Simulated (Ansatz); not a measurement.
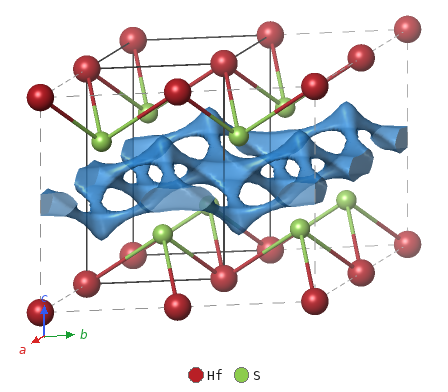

The blue surface encloses the points that the centre of a probe sphere of radius 0.80 Å can occupy in HfS$_{2}$ in space group P-3m1, computed on a grid of about 0.15 Å (2×2×1 cells shown, view slightly off an axis; pale faces close the region where the box cuts it).

Hard-sphere model; covalent radii (Cordero): Hf 1.75 Å, S 1.05 Å.

The cell is taken from the geometry relaxed at fixed volume with DFT PBE+D3(BJ), scalar-relativistic, plane waves, PAW in Ansatz 0.2.0.

```
CELL_PARAMETERS angstrom
3.58621 0.00000 0.00000
-1.79310 3.10575 0.00000
0.00000 0.00000 5.65880
ATOMIC_POSITIONS crystal
Hf 0.00000 0.00000 0.00000
S 0.66667 0.33333 0.74196
S 0.33333 0.66667 0.25804
```

Question: Is the space open to the probe made of pockets or channels?

Answer: Where they connect, they form a two-dimensional network in layers parallel to (001).

Question: What share of the cell can the probe's centre reach?

Answer: About 4.5 % of the volume (2.8 Å³ of 63.0 Å³).

Question: Give the largest included and the largest free sphere.

Answer: The largest sphere that fits anywhere has a diameter of 2.24 Å; the largest that can travel through the crystal, about 1.9 Å.

Question: How does the connectivity change as the probe shrinks?

Answer: Below a radius of about 0.94 Å the space forms a two-dimensional network in layers parallel to (001). Below a radius of about 0.14 Å the space forms a three-dimensional network. These are grid estimates, good to about 0.05 Å.
